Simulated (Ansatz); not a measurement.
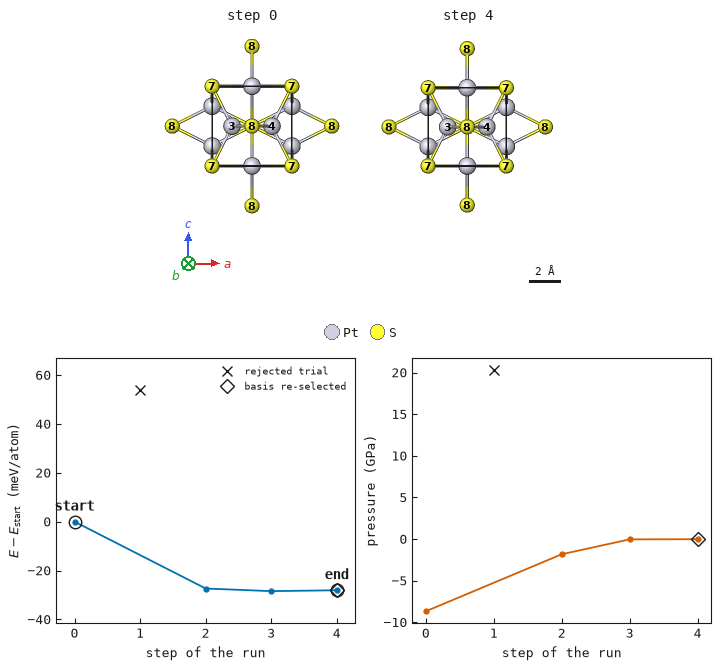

First and last geometry of a relaxation of crystalline Pt3S (built on the A15_223 type) (coarse preliminary run), with the history of the run. The picture is a ball-and-stick view of the cell of the calculation, seen along the b axis.

Case: A15 type (Pm-3n, No. 223).

Theory: DFT PBE, scalar-relativistic, plane waves, PAW in Ansatz 0.2.0.

Input
```yaml
crystal:
  lattice:
    - [5.170086905, 0.0, 0.0]
    - [0.0, 5.170086905, 0.0]
    - [0.0, 0.0, 5.170086905]
  atoms:
    - { symbol: Pt, position: [0.0, 0.5, 0.25] }
    - { symbol: Pt, position: [0.0, 0.5, 0.75] }
    - { symbol: Pt, position: [0.25, 0.0, 0.5] }
    - { symbol: Pt, position: [0.75, 0.0, 0.5] }
    - { symbol: Pt, position: [0.5, 0.75, 0.0] }
    - { symbol: Pt, position: [0.5, 0.25, 0.0] }
    - { symbol: S, position: [0.0, 0.0, 0.0] }
    - { symbol: S, position: [0.5, 0.5, 0.5] }
basis:
  ecutwfc: 420
kpoints:
  mp_grid: { grid: [4, 4, 4] }
hamiltonian:
  xc: pbe
scf:
  occupations: { method: gaussian, width: 0.1 }
  lower_state_search: "off"
output:
  forces: true
  stress: true
  eigenvalues: true
relax:
  adjacent_minimum: "off"
  f_tol: 0.04
  max_steps: 70
  cell: { stress_tol: 0.4 }
```

Run as
```bash
ansatz run input.yaml --threads 1 --pin off --max-ram 2560MiB --backend cpu --events-out ev --progress --plain --runs-dir out
```

Question: Read the history and describe the run.

Answer: It converged. The atoms keep their places relative to the cell (all moves are under 0.005 Å). Cell: a = b = c 5.170 → 5.071 Å (−1.9 %). Volume −5.6 %. Among the contacts that change: Pt1–S7 2.890 → 2.835 Å, Pt1–Pt2 2.585 → 2.535 Å. The space group stays Pm-3n (No. 223). The energy falls by 28.1 meV per atom in 2 accepted moves (4 points after the start). All forces vanish by symmetry, so only the cell relaxes. Pressure: −8.68 GPa at the start and −0.02 GPa at the end. The line search rejected the trial step at point 1 of the run. The SCF was repeated once at an unchanged geometry on a basis and grid sized afresh for the cell, which shifted the energy by 0.4 meV per atom at most.
